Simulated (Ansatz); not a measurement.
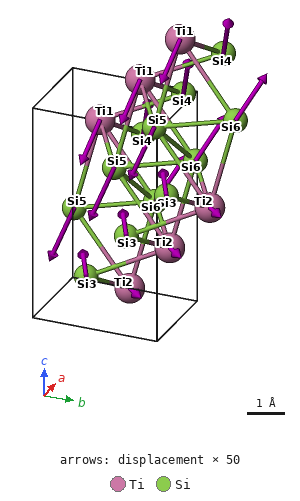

A relaxation of a crystal of TiSi2 (set up in P1). The starting structure is drawn; purple arrows show the displacements, 50 times their true length.

The picture is a ball-and-stick view of the cell of the calculation, reduced to other axes, repeated 3 × 1 × 1 with one cell outlined, seen from a free direction. Lengths and directions refer to the drawn axes.

Case: all atoms moved at random, sigma 0.02 Å for each component; relaxed back.

All numbers below come from DFT PBEsol, scalar-relativistic, plane waves, PAW in Ansatz 0.2.0. (plane-wave cutoff 420 eV; k-point mesh 10 × 10 × 10; occupations gaussian; smearing width 0.15 eV; no spin polarisation; cell and atoms relaxed; force threshold 0.01 eV/Å; at most 80 steps)

Describe the change and its energy.

Answer. The atom that moves furthest relative to the cell is Si5 (0.036 Å roughly along [−3 0 −1]). By element the largest moves are Si 0.036 Å, Ti 0.028 Å. The drawn cell changes at constant volume: a unchanged at 3.517 Å, b unchanged at 3.556 Å, c 6.902 → 6.900 Å (0.0 %). Some distances before and after: Ti1–Si6 2.705 → 2.650 Å, Ti1–Si3 2.749 → 2.792 Å, Si5–Si6 2.538 → 2.501 Å, Si5–Si6 (another image) 2.464 → 2.501 Å. Within 0.06 Å the space group is Pm at the start and Cmcm at the end; at a tighter tolerance small leftover displacements or strains of the cell lower it. Over 4 accepted moves (5 points after the start) the energy falls by 4.3 meV per atom. Largest force component: 0.37 eV/Å at the start, 0.0013 eV/Å at the end. The pressure goes from 0.10 to 0.00 GPa. The SCF was repeated once at an unchanged geometry on a basis and grid sized afresh for the cell, which shifted the energy by less than 0.05 meV per atom at most.
